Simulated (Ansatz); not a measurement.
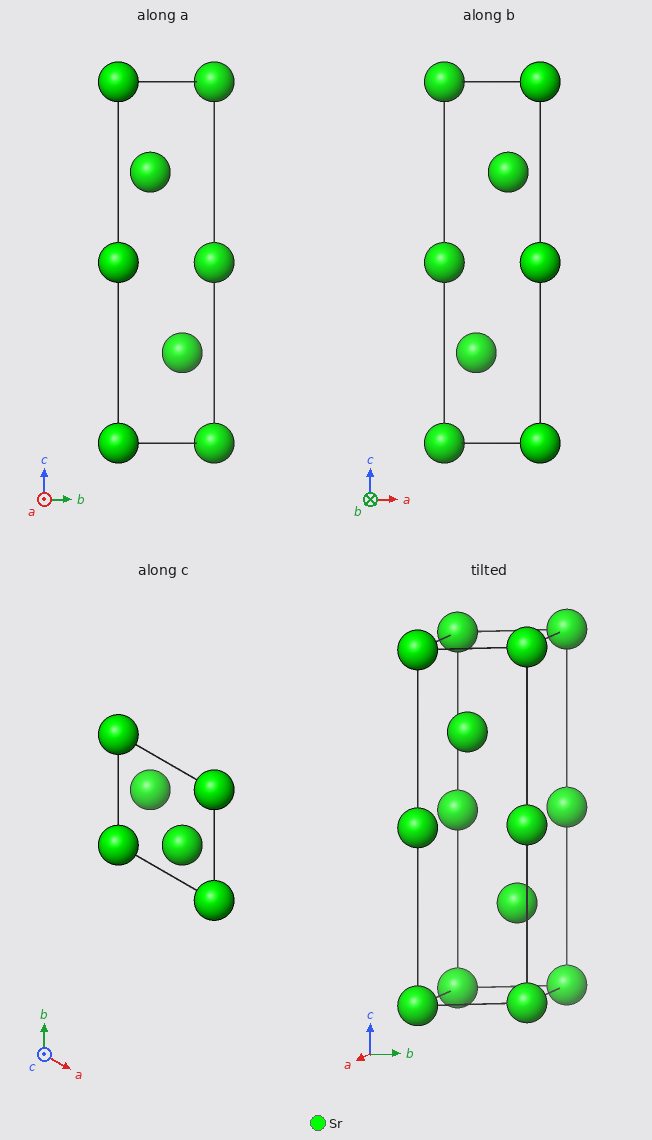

An orthographic spheres-only view of the structure, along the a axis, along the b axis, along the c axis and slightly off an axis. The conventional unit cell is drawn as a box.

Lattice parameters: a = 4.305 Å, b = 4.305 Å, c = 14.060 Å, α = 90.00°, β = 90.00°, γ = 120.00°. Put a along x and b in the xy plane.

From the views, write a POSCAR file.

Answer.
```
Sr
1.0
     4.305    0.000    0.000
    -2.152    3.728    0.000
     0.000    0.000   14.060
Sr
4
Direct
  0.0000 0.0000 0.0000
  0.0000 0.0000 0.5000
  0.3333 0.6667 0.2500
  0.6667 0.3333 0.7500
```

The cell started as a structure type filled with this element by a generator (whether the element takes this form wasn't checked). This is the structure after a relaxation with DFT, BLYP, plane waves (420 eV) with PAW, scalar-relativistic in Ansatz.
